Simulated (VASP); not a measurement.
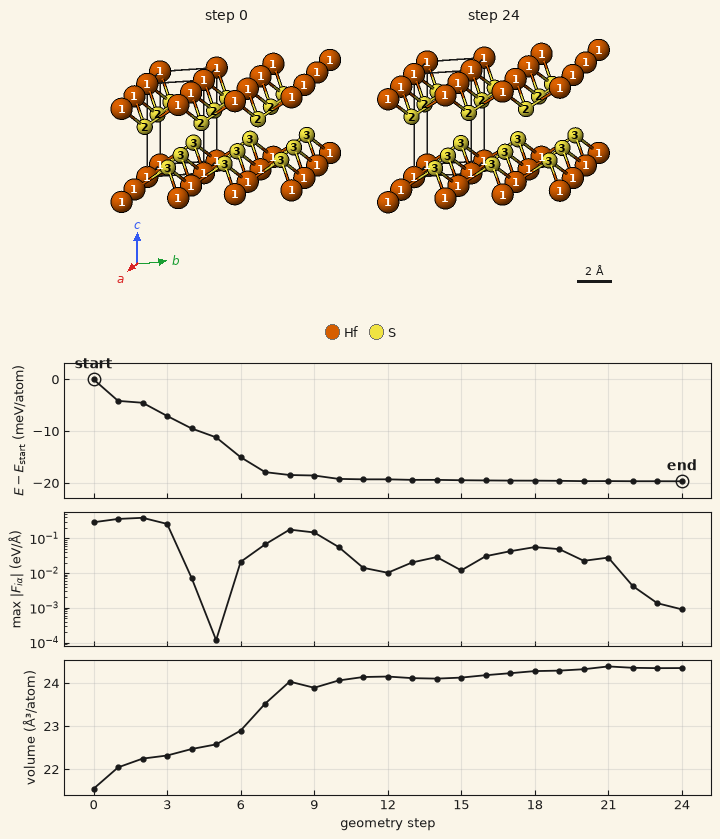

First and last geometry of a relaxation of crystalline HfS₂ (set up in P-3m1), with the history of the run. Style: ball-and-stick. Shown: the cell of the calculation, repeated 3 × 3 × 1 with one cell outlined, slightly off an axis.

The run lets cell and atoms move.

Computed with Kohn-Sham DFT of a periodic cell, HSE06, VASP PAW PBE potentials, recommended (VASP 6.6.1).

Input
```
PREC = Accurate ; ENCUT = 520
EDIFF = 1E-6 ; ISMEAR = 0
SIGMA = 0.03 ; LREAL = F
LASPH = T ; NELM = 80
ALGO = Normal ; ISIF = 3
LWAVE = F ; LCHARG = F
GGA = PE ; LHFCALC = T
HFSCREEN = 0.2 ; PRECFOCK = Fast
IBRION = 2 ; NSW = 25
EDIFFG = -0.01 ; KPAR = 4
ISTART = 1
```

Launched with:
```bash
cat potpaw_PBE.64/Hf_pv/POTCAR potpaw_PBE.64/S/POTCAR > POTCAR
cp INCAR.step1 INCAR
mpirun -np 4 vasp_std > vasp.out
cp INCAR.step2 INCAR
mpirun -np 4 vasp_std > vasp.out
```

What do the curves and the structures tell?

Answer. The relaxation stopped without meeting its thresholds, so the last structure isn't shown to be converged. The largest moves relative to the cell, 0.18 Å, are those of S2 and S3. S3 goes along −c. Hf stays in place. The drawn cell changes as follows: a = b 3.597 → 3.634 Å (+1.0 %), c 5.770 → 6.386 Å (+10.7 %); the volume changes by +13.0 %. The space group stays P-3m1 (No. 164). After 24 geometry steps the energy has fallen by 19.7 meV per atom. The largest force component goes from 0.29 to 0.0009 eV/Å. Pressure: 1.17 GPa at the start and 0.03 GPa at the end. The volume changes by over a tenth within one run on a fixed set of plane waves, so the end point should be relaxed again from the new cell.

```csv
step,"E − E(0), meV/atom","largest force component, eV/Å","pressure, GPa","volume, Å³/atom"
0,0.00,0.2909,1.17,21.549
1,-4.15,0.3626,-0.44,22.044
2,-4.51,0.3908,-1.06,22.248
3,-7.06,0.2608,-0.61,22.320
4,-9.47,0.0072,0.32,22.470
5,-11.18,0.0001,0.30,22.578
6,-15.01,0.0210,0.32,22.898
7,-17.89,0.0672,0.49,23.523
8,-18.44,0.1787,-0.69,24.035
9,-18.54,0.1479,-0.42,23.892
10,-19.19,0.0563,-0.21,24.061
11,-19.28,0.0142,-0.13,24.141
12,-19.28,0.0102,-0.13,24.152
13,-19.38,0.0203,0.14,24.115
14,-19.38,0.0289,0.23,24.104
15,-19.45,0.0120,0.21,24.127
16,-19.49,0.0307,0.13,24.184
17,-19.52,0.0427,0.01,24.229
18,-19.53,0.0561,-0.12,24.278
19,-19.56,0.0489,-0.10,24.289
20,-19.63,0.0226,-0.03,24.322
21,-19.62,0.0280,0.10,24.387
22,-19.64,0.0042,0.00,24.355
23,-19.64,0.0014,-0.01,24.346
24,-19.65,0.0009,0.03,24.349
```

Limits of the set-up: layers or molecules are held without a dispersion correction, so their spacing is unreliable.
